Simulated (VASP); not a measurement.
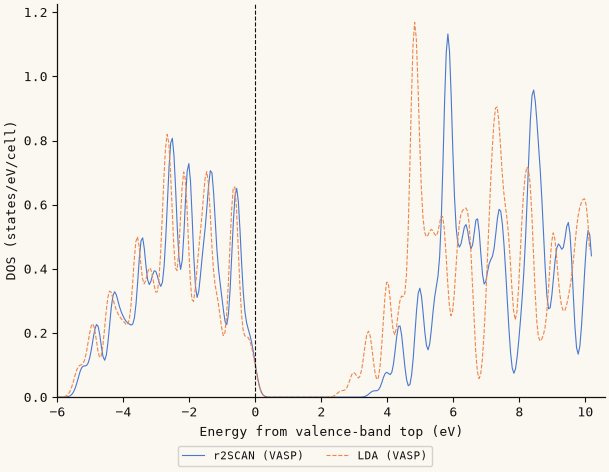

Total densities of states of LiH, space group Fm-3m (No. 225), 2 atoms in the cell, rocksalt type, by two methods on the same cell. The curves are built from the levels of the k mesh with Gaussians 0.3 eV wide, which also blur the band edges. Each is counted from its own valence-band top.

Question: How do the methods compare?

Answer: r2SCAN (VASP) gives a gap of 3.58 eV and LDA (VASP) gives a gap of 2.60 eV. In the window shown, the tallest filled peak lies at −2.5 eV in r2SCAN (VASP) and −2.7 eV in LDA (VASP).

Settings. r2SCAN (VASP): DFT, r2SCAN, plane waves, PAW, 10×10×10 k mesh, 520 eV cutoff (VASP). LDA (VASP): DFT, LDA, plane waves, PAW, 10×10×10 k mesh, 520 eV cutoff, Gaussian smearing of 0.01 eV (VASP 6.6.1).
